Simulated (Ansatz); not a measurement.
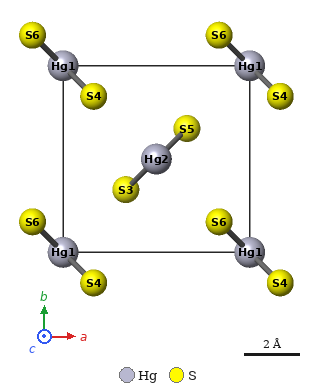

Starting structure of solid HgS$_{2}$ (built on the rutile_136 type). The picture is a ball-and-stick view of the cell of the calculation, seen along the c axis.

Case: rutile type (P4_2/mnm, No. 136).

These are results of DFT r2SCAN, scalar-relativistic, plane waves, PAW (Ansatz 0.2.0), not measurements.

Input file:
```yaml
crystal:
  lattice:
    - [6.8234310394, 0.0, 0.0]
    - [0.0, 6.8234310394, 0.0]
    - [0.0, 0.0, 3.6340513029]
  atoms:
    - { symbol: Hg, position: [0.0, 0.0, 0.0] }
    - { symbol: Hg, position: [0.5, 0.5, 0.5] }
    - { symbol: S, position: [0.336276802, 0.336276802, 0.0] }
    - { symbol: S, position: [0.163723198, 0.836276802, 0.5] }
    - { symbol: S, position: [0.663723198, 0.663723198, 0.0] }
    - { symbol: S, position: [0.836276802, 0.163723198, 0.5] }
basis:
  ecutwfc: 500
kpoints:
  mp_grid: { grid: [6, 6, 10] }
hamiltonian:
  xc: r2scan
scf:
  occupations: { method: gaussian, width: 0.01 }
output:
  forces: true
  stress: true
  eigenvalues: true
relax:
  adjacent_minimum: "off"
  f_tol: 0.01
  max_steps: 80
  cell: { stress_tol: 0.05 }
```

Run as
```bash
ansatz run input.yaml --threads 1 --pin off --max-ram 2560MiB --backend cpu --events-out ev --progress --plain --runs-dir out
```

Where does the relaxation end?

The energy falls by 0.5 meV per atom in 3 accepted moves (4 points after the start). Largest force component: 0.0049 eV/Å at the start, 0.0048 eV/Å at the end. The pressure goes from −0.04 to −0.03 GPa. The SCF was repeated once at an unchanged geometry on a basis and grid sized afresh for the cell, which shifted the energy by 0.1 meV per atom at most. The largest moves relative to the cell, 0.010 Å, are those of S3, S4, S5 and S6. S3 goes along [1 1 0]. Hg stays in place. The drawn cell changes as follows: a = b 6.823 → 6.904 Å (+1.2 %), c 3.634 → 3.610 Å (−0.7 %); the volume changes by +1.7 %. The space group stays P4_2/mnm (No. 136). Cost: 4.2 min on 1 thread of Arm Neoverse V1 (shared host), peak memory 0.93 GiB.

Step by step:

```tsv
step	E − E(0), meV/atom	largest force component, eV/Å	pressure, GPa	volume, Å³/atom	note
0	0.00	0.0049	-0.04	28.200	
1	-0.35	0.0132	0.01	28.343	
2	-0.41	0.0148	0.06	28.685	
3	-0.42	0.0047	-0.03	28.681	
4	-0.52	0.0048	-0.03	28.681	same geometry, new basis
```

Final geometry:

```xyz
6
Lattice="6.9043 0.0000 0.0000 0.0000 6.9043 0.0000 0.0000 0.0000 3.6100" Properties=species:S:1:pos:R:3 pbc="T T T"
Hg    0.0000    0.0000    3.6100
Hg    3.4522    3.4522    1.8050
S     2.3290    2.3290    3.6100
S     1.1232    5.7812    1.8050
S     4.5753    4.5753    3.6100
S     5.7812    1.1232    1.8050
```

After the run, drawn alike:

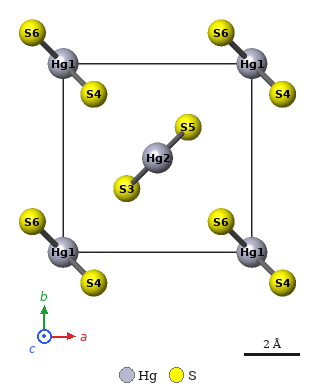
